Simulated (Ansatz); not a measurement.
# Calculations on Na

**1. Relaxation**

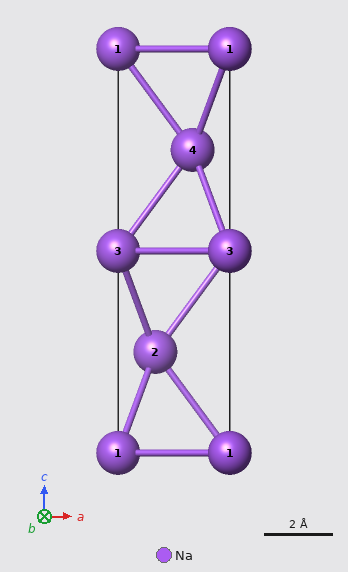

This is the input geometry for a relaxation of a crystal of Na (set up in P6_3/mmc). A ball-and-stick model of the cell of the calculation, seen along the b axis.

Case: biaxial strain in the a-b plane of +2.0 %; c and atoms relaxed.

The calculation used DFT PBE, scalar-relativistic, plane waves, PAW (Ansatz 0.2.0).

The input:
```yaml
crystal:
  lattice:
    - [3.8277921473, 0.0, 0.0]
    - [-1.9138960736, 3.3149652399, 0.0]
    - [0.0, 0.0, 11.9969131578]
  atoms:
    - { symbol: Na, position: [0.0, 0.0, 0.0] }
    - { symbol: Na, position: [0.3333333333, 0.6666666667, 0.25] }
    - { symbol: Na, position: [0.0, 0.0, 0.5] }
    - { symbol: Na, position: [0.6666666667, 0.3333333333, 0.75] }
basis:
  ecutwfc: 420
kpoints:
  mp_grid: { grid: [18, 18, 6] }
hamiltonian:
  xc: pbe
scf:
  occupations: { method: gaussian, width: 0.1 }
output:
  forces: true
  stress: true
  eigenvalues: true
relax:
  adjacent_minimum: "off"
  f_tol: 0.008
  max_steps: 40
  cell: { stress_tol: 0.015, fix: [a, b, gamma] }
```

Launched with:
```bash
ansatz run input.yaml --threads 1 --pin off --max-ram 2560MiB --backend cpu --events-out ev --progress --plain --runs-dir out
```

What does the optimiser find from here?

After 2 accepted moves (3 points after the start) the energy has fallen by 0.2 meV per atom. All forces vanish by symmetry, so only the cell relaxes. Pressure: −0.19 GPa at the start and −0.26 GPa at the end. At 1 point the geometry stayed and the basis and grid were re-selected for the new cell (energy shift of less than 0.05 meV per atom at most each time). No atom moves by more than 0.005 Å relative to the cell. The volume changes by +1.0 %, with a = b unchanged at 3.828 Å, c 11.997 → 12.118 Å (+1.0 %). Near-neighbour distances that change, for instance: Na1–Na2 3.726 → 3.750 Å. The space group stays P6_3/mmc (No. 194). The run took 66 s on 1 thread of Intel(R) Xeon(R) Platinum 8375C CPU @ 2.90GHz (Ice Lake), with other jobs on the host, peak memory 0.69 GiB.

Step by step:

```csv
step,"E − E(0), meV/atom","pressure, GPa","volume, Å³/atom",note
0,0.00,-0.19,38.057,
1,-0.05,-0.20,38.124,
2,-0.16,-0.26,38.441,
3,-0.17,-0.26,38.441,"same geometry, new basis"
```

The end point in the same view:

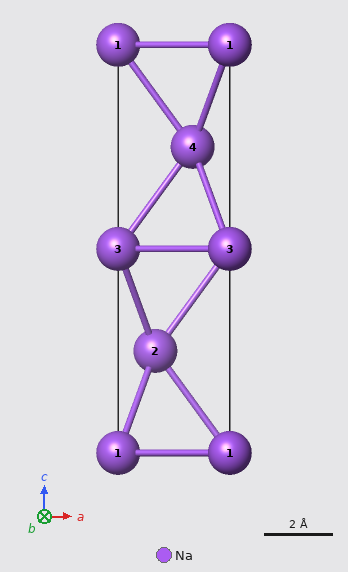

**2. Relaxation**

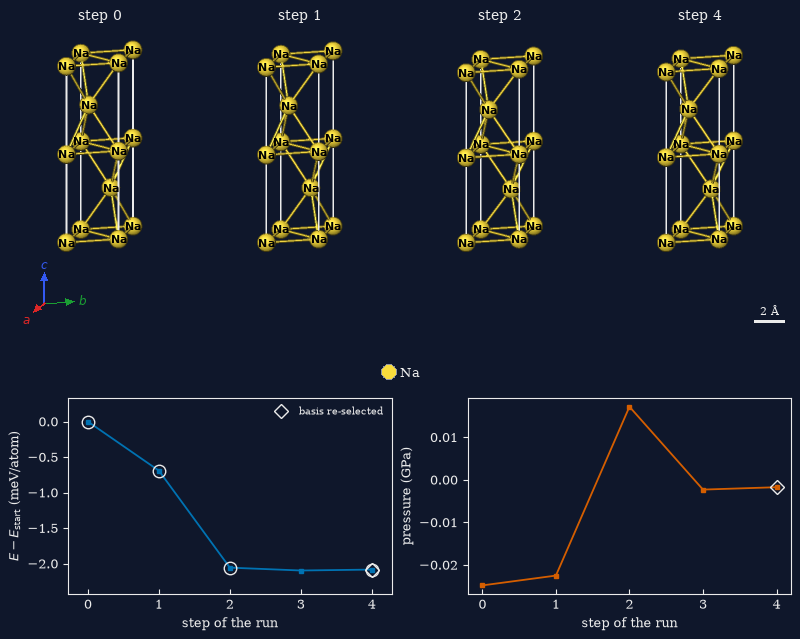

Frames of a relaxation of a crystal of Na (set up in P6_3/mmc), marked on the history of the run. The picture is a ball-and-stick view of the cell of the calculation, seen slightly off an axis.

Computed with Ansatz 0.2.0, DFT PBE, scalar-relativistic, plane waves, PAW. Settings: plane-wave cutoff 420 eV; k-point mesh 12 × 12 × 4; occupations gaussian; smearing width 0.1 eV; no spin polarisation; cell and atoms relaxed; force threshold 0.005 eV/Å; at most 80 steps.

Q: Describe the path.

A: No atom moves by more than 0.005 Å relative to the cell. Cell: a = b 3.700 → 3.753 Å (+1.4 %), c 12.537 → 12.143 Å (−3.1 %). Volume −0.4 %. Near-neighbour distances that change, for instance: Na–Na 3.793 → 3.730 Å, Na–Na 3.700 → 3.753 Å. The space group stays P6_3/mmc (No. 194). After 3 accepted moves (4 points after the start) the energy has fallen by 2.1 meV per atom. All forces vanish by symmetry, so only the cell relaxes. The pressure goes from −0.02 to 0.00 GPa. The SCF was repeated once at an unchanged geometry on a basis and grid sized afresh for the cell, which shifted the energy by less than 0.05 meV per atom at most. From step 0 to 1: energy −0.7 meV per atom. From step 1 to 2: volume −0.6 %, energy −1.4 meV per atom. From step 2 to 4: volume +0.2 %, energy 0.0 meV per atom.

| step | E − E(0), meV/atom | pressure, GPa | volume, Å³/atom | note |
| --- | --- | --- | --- | --- |
| 0 | 0.00 | -0.02 | 37.168 |  |
| 1 | -0.69 | -0.02 | 37.142 |  |
| 2 | -2.06 | 0.02 | 36.934 |  |
| 3 | -2.10 | 0.00 | 37.024 |  |
| 4 | -2.08 | 0.00 | 37.024 | same geometry, new basis |

**3. A change**

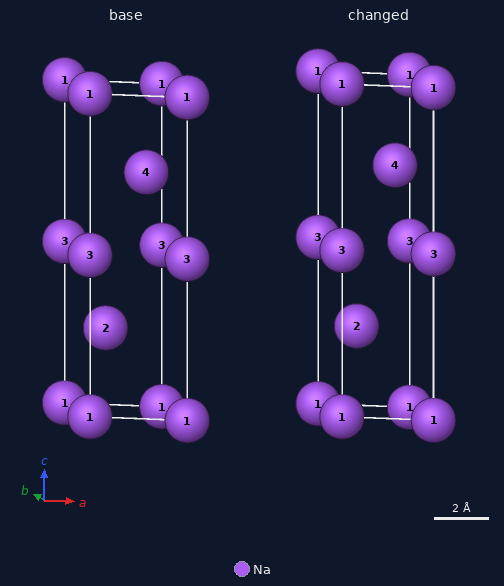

Left: crystalline Na (set up in P6_3/mmc). Right: the same structure after one change, at the same scale. The picture is a spheres-only view of the cell of the calculation, seen slightly off an axis.

Level of theory: DFT PBE, scalar-relativistic, plane waves, PAW in Ansatz. Set-up: plane-wave cutoff 420 eV; k-point mesh 18 × 18 × 6; occupations gaussian; smearing width 0.1 eV; no spin polarisation.

What was changed?

Biaxial strain in the a–b plane, −6.0 %, is applied. The c axis and the atoms are relaxed.

What does the change do?

Energy change: +15.6 meV per atom. Pressure: 0.0 GPa before, 0.9 GPa after. The principal stresses (compression positive) are 0.0 GPa along c and 1.4 GPa across it. Cell: a = b 3.753 → 3.528 Å (−6.0 %), c 12.143 → 12.504 Å (+3.0 %). Volume −9.0 %. The atoms keep their places relative to the cell (all moves are under 0.005 Å). Some distances before and after: Na–Na 3.753 → 3.528 Å. The space group stays P6_3/mmc (No. 194).

**4. Series**

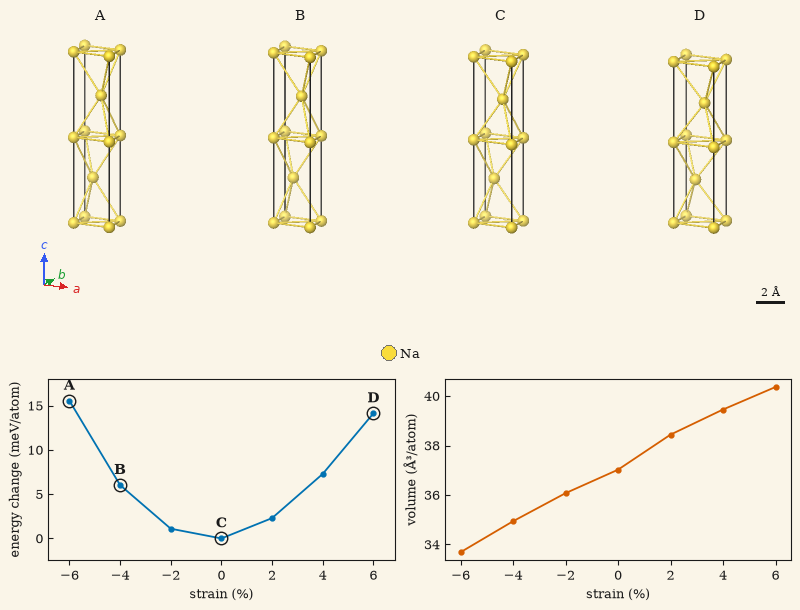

Members of a series of calculations on a crystal of Na (set up in P6_3/mmc), marked on the first curve. The picture is a ball-and-stick view of the cell of the calculation, seen slightly off an axis.

Level of theory: Ansatz 0.2.0, DFT PBE, scalar-relativistic, plane waves, PAW. (plane-wave cutoff 420 eV; k-point mesh 18 × 18 × 6; occupations gaussian; smearing width 0.1 eV; no spin polarisation)

### Describe the series.

Biaxial strain in the a–b plane, c and atoms relaxed. A (strain −6.0 %): energy change 15.6 meV/atom, volume 33.69 Å³ per atom. B (strain −4.0 %): energy change 6.0 meV/atom, volume 34.94 Å³ per atom. C (strain 0.0 %): energy change 0.0 meV/atom, volume 37.02 Å³ per atom. D (strain 6.0 %): energy change 14.1 meV/atom, volume 40.37 Å³ per atom. The rest compares A with D. The drawn cell changes as follows: a = b 3.528 → 3.978 Å (+12.8 %), c 12.504 → 11.783 Å (−5.8 %); the volume changes by +19.8 %. Near-neighbour distances before and after: Na–Na 3.528 → 3.978 Å, Na–Na 3.731 → 3.735 Å.
